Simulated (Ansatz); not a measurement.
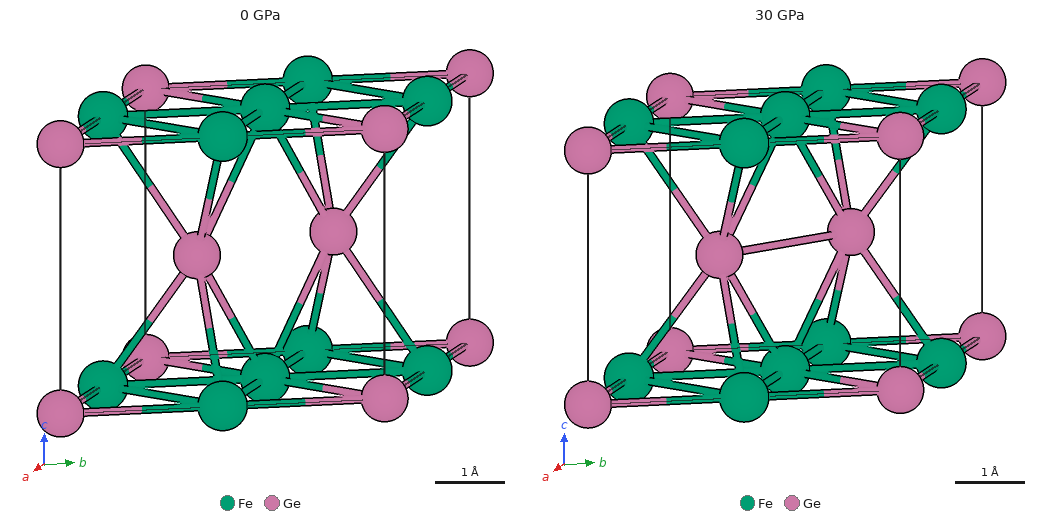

FeGe, space group P6/mmm (No. 191), relaxed (cell and atoms) under a series of hydrostatic pressures; the conventional cell is drawn at the lowest and the highest, to one scale (sticks follow a distance rule). The start was a structure listed in the Materials Project.

Alike in all runs: Ansatz 0.2.0; functional PBEsol; potentials Ansatz PAW; cutoff 420 eV; k mesh 6 × 6 × 7 on the run's cell of 6 atoms; occupations fermi-dirac, width 0.05 eV; collinear spin, ferromagnetic start; no spin-orbit coupling.

```tsv
pressure (GPa)	volume (Å³/atom)	a (Å)	c (Å)	moment (μB/atom)
0.0	13.793	4.897	3.985	0.65
2.0	?	?	?	?
5.0	13.410	4.858	3.936	0.62
10.0	13.072	4.824	3.891	0.59
20.0	12.516	4.770	3.812	0.54
30.0	12.081	4.719	3.759	0.52
```

Q: What equation of state do the given rows imply, and what volume does it predict for the missing row?

A: The fit gives V0 = 13.80 Å³/atom, B0 = 161 GPa and B0′ = 5.1, which puts the volume at 2.0 GPa at 13.63 Å³/atom. The run gave volume 13.633 Å³/atom; a 4.881 Å; c 3.965 Å; moment 0.64 μB/atom.

Q: Which axis yields most up to 30 GPa?

A: The c axis: a −3.6 %, c −5.7 %, against −12.4 % in volume.

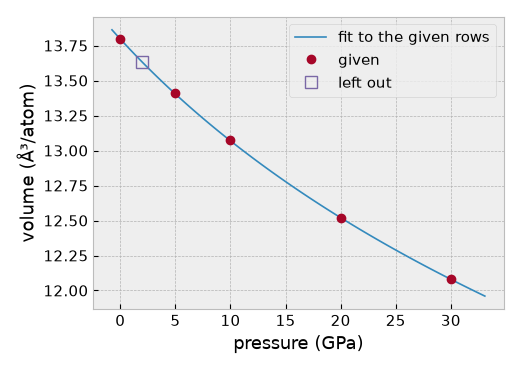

Volume against pressure, with the fit. The structure was kept in its own symmetry, so a change to another phase within this range wouldn't be seen.

Caveat: the plane-wave basis is chosen anew once the cell has moved, so the energies of steps on either side of that aren't comparable.
